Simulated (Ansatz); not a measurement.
# A series of single points on KBr

System: KBr (Immm, 2 atoms in the cell).
Method: DFT r2SCAN, scalar-relativistic, plane waves, PAW, no spin polarisation (Ansatz 0.2.0).

The 7 runs differ only in the geometry, by a strain of the cell at fixed fractional positions. Against run 4, the strain is εyy = −0.02 η, εyz = η and εzz = −0.02 η. The structure derives from an entry of the Crystallography Open Database.

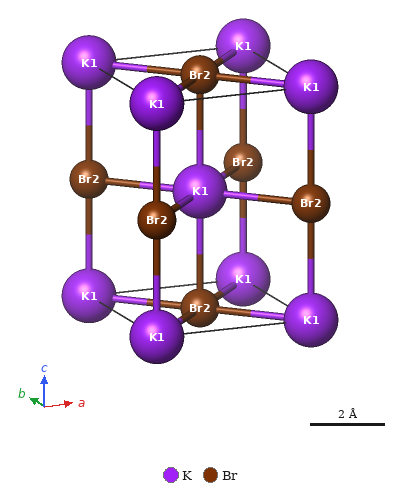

Figure 1. The structure of run 4 (ball-and-stick view of the cell 2 times as large as that of the calculation, set on its symmetry axes, seen slightly off an axis; atoms are numbered from 1 in the order of the input). An atom can appear more than once, as a periodic image.

## Input of run 4
```yaml
crystal:
  lattice:
    - [0.0, 3.354234375, 3.354234375]
    - [3.2925, 0.061734375, 3.2925]
    - [3.2925, 3.2925, 0.061734375]
  atoms:
    - { symbol: K, position: [0.0, 0.0, 0.0] }
    - { symbol: Br, position: [0.5, 0.5, 0.5] }
basis:
  ecutwfc: 500
kpoints:
  mp_grid: { grid: [6, 6, 6] }
hamiltonian:
  xc: r2scan
scf:
  occupations: { method: gaussian, width: 0.05 }
output:
  forces: true
  stress: true
  eigenvalues: true
```

Command:
```bash
ansatz run input.yaml --threads 1 --pin off --max-ram 2560MiB --backend cpu --events-out ev --progress --plain --runs-dir out
```

Run 6 differs from it as follows:
```diff
-    - [0.0, 3.354234375, 3.354234375]
-    - [3.2925, 0.061734375, 3.2925]
-    - [3.2925, 3.2925, 0.061734375]
+    - [0.0, 3.41596875, 3.41596875]
+    - [3.2925, 0.12346875, 3.2925]
+    - [3.2925, 3.2925, 0.12346875]
```

## Results, with one run withheld

```tsv
run	strain parameter η (%)	free energy per atom, from the lowest run given (meV)	pressure (GPa)	gap on the mesh (eV)
1	−6.8774	5.94	0.17	4.94
2	−4.3765	1.40	0.18	5.03
3	−1.2504	0.00	0.18	5.08
4	0.0000	0.75	0.18	5.05
5	1.2504	2.24	0.17	5.01
6	1.8757	?	?	?
7	2.5009	4.52	0.17	4.96
```

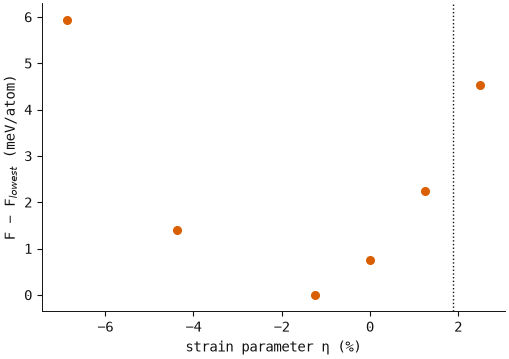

Figure 2. Free energy per atom of the runs given; the dotted line marks run 6.

Fit the runs given and predict run 6.

A cubic polynomial in the coordinate, fitted to the 6 runs given, misses them by at most 0.01 meV per atom. With x = η + 1.4588, it reads F = −0.060736 + 0.20177 x + 0.24113 x² − 8.0208e-05 x³ (meV per atom). At run 6 it gives 3.29 meV per atom, and the run itself gives 3.28. The fit has its minimum at η = −1.8771 %. The gap on the mesh lies between 4.94 eV (run 1) and 5.08 eV (run 3); run 6 has 4.99 eV. These are gaps of this functional on this mesh, which can miss the band edges; they aren't the measured gap.

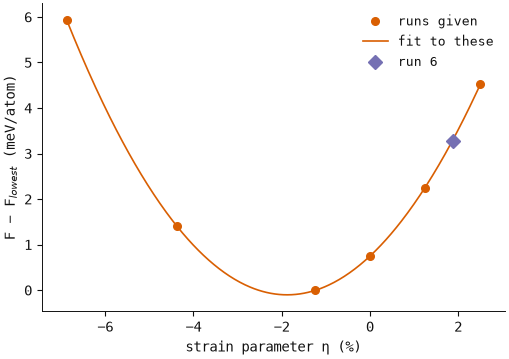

Figure 3. The fit and the withheld run.

## Output, shortened to warnings, some set-up lines, iterations and results (run 6)
```
Basis set: ecut = 500 eV, 1813 PW (Γ), exchange–correlation on 144×144×144 points (64 copies of the dense FFT grid, shifted against one another)
Symmetry: 8 space group operations
k-points: 46 of 216
Initial density: superposition of atomic densities (neutral atoms: chi_scale 0, normalization atom), corrected by the library's trained network
[...]
SCF iter   1: F=—  HF=-4339.292281 eV  |F-HF|=—  |Δ(HF+E_count)|=         —  Δρ=2.53e-3  dr2=3.55e-3  dr2_τ=2.32e-3  ethr=1.77e-3  ⟨swp⟩=6.6  Hψ=3829  notcnv=0
SCF iter   2: F=—  HF=-4339.305976 eV  |F-HF|=—  |Δ(HF+E_count)|=   1.37e-2  Δρ=1.05e-3  dr2=2.88e-4  dr2_τ=6.43e-5  ethr=2.22e-5  ⟨swp⟩=2.0  Hψ=1437  notcnv=0
SCF iter   3: F=—  HF=-4339.306068 eV  |F-HF|=—  |Δ(HF+E_count)|=   9.26e-5  Δρ=4.26e-4  dr2=4.27e-5  dr2_τ=5.20e-6  ethr=1.80e-6  ⟨swp⟩=2.2  Hψ=883  notcnv=0
SCF iter   4: F=—  HF=-4339.306094 eV  |F-HF|=—  |Δ(HF+E_count)|=   2.61e-5  Δρ=6.06e-5  dr2=8.33e-7  dr2_τ=5.98e-7  ethr=2.67e-7  ⟨swp⟩=2.0  Hψ=917  notcnv=0
SCF iter   5: F=-4339.306096 eV  HF=-4339.306096 eV  |F-HF|=2.32e-8  |Δ(HF+E_count)|=   1.39e-6  Δρ=5.85e-6  dr2=1.02e-8  dr2_τ=3.34e-9  ethr=5.21e-9  ⟨swp⟩=2.0  Hψ=832  …
SCF iter   6: F=-4339.306096 eV  HF=-4339.306096 eV  |F-HF|=4.73e-11  |Δ(HF+E_count)|=   2.68e-8  Δρ=4.36e-7  dr2=9.36e-11  dr2_τ=3.12e-11  ethr=6.39e-11  ⟨swp⟩=2.0  Hψ=2024  …
SCF 1 converged in 6 iterations: F = -4339.306096 eV  dr2 = 9.36e-11
SCF converged after 6 iterations
Free energy (F): -4339.306096 eV
Harris-Foulkes:  -4339.306096 eV  (|F-HF|=4.73e-11)
Internal energy: -4339.306096 eV  (E = F + TS)
E sigma→0 (E₀):  -4339.306096 eV
Fermi energy:    3.317424 eV
--- Per-component energies (eV) ---
  E_band       = -143.499371
  E_kinetic    = 388.986457
  E_local      = -834.427440  (includes V_loc(G=0)·N_el)
  E_nonlocal   = 82.415253
  E_hartree    = 270.240544
  E_xc         = -385.755455
  E_vxc        = -302.382951  (∫ρ·V_xc dr)
  E_paw        = -3057.985625  (= ΣΔE_a)
  E_vpaw       = -35.699217  (= ΣTr[D̂ρ^β])
  E_aug_tail   = -0.000002  (compensation charges beyond the density's cutoff)
  E_vtau       = 17.127234  (kinetic-family band-sum trace: ∫τ·v_τ [+ j·A + Jᵃ·Aᵃ] dr)
  E_ewald      = -802.425448
  E_core_change = -0.354379  (= ΣΔE_core)
  E_smearing   = -0.000000  (= −TS)
  E_closure    = 0.000000  (closes the sum)
  Σ components = -4339.306096   (vs F -4339.306096, Δ=0.00e0)
--- Forces (eV/Å), atoms counted from 1 ---
  atom   1  K      0.00000000     0.00000000     0.00000000
  atom   2  Br    -0.00000000    -0.00000000     0.00000000
  max |Σ_I F_I| component: 1.87e-30 eV/Å
--- Stress (GPa, compression-positive) ---
        0.145376       0.000000      -0.000000
        0.000000       0.184618      -0.400329
       -0.000000      -0.400329       0.184618
  P = ⅓ Tr σ = 0.1715 GPa (1.715 kbar)
```
